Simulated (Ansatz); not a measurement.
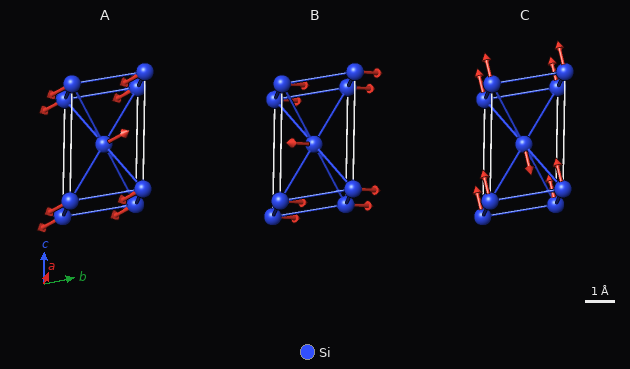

Three modes of solid Si at the zone centre of a doubled cell, in no order. The red arrows give the relative displacements of the atoms. The picture is a ball-and-stick view of the cell of the calculation, seen from a free direction.

Method: DFT LDA, scalar-relativistic, plane waves, PAW in Ansatz 0.2.0. Set-up: plane-wave cutoff 420 eV; k-point mesh 24 × 24 × 14; occupations gaussian; smearing width 0.15 eV; no spin polarisation.

Q: Order them from the lowest to the highest frequency (imaginary ones first).

A: A (76 cm⁻¹), B (106 cm⁻¹), C (296 cm⁻¹). A, non-degenerate: All motion is roughly along [1 1 0] of the drawn cell; atoms of one kind move against one another, with no net shift of their sublattice. B, non-degenerate: All motion is along [1 −1 0] of the drawn cell; atoms of one kind move against one another, with no net shift of their sublattice. C, non-degenerate: All motion is along [1 1 −3] of the drawn cell; atoms of one kind move against one another, with no net shift of their sublattice; of the bonds it mainly stretches Si–Si, some lengthening while others shorten. The crystal is metallic in this run.
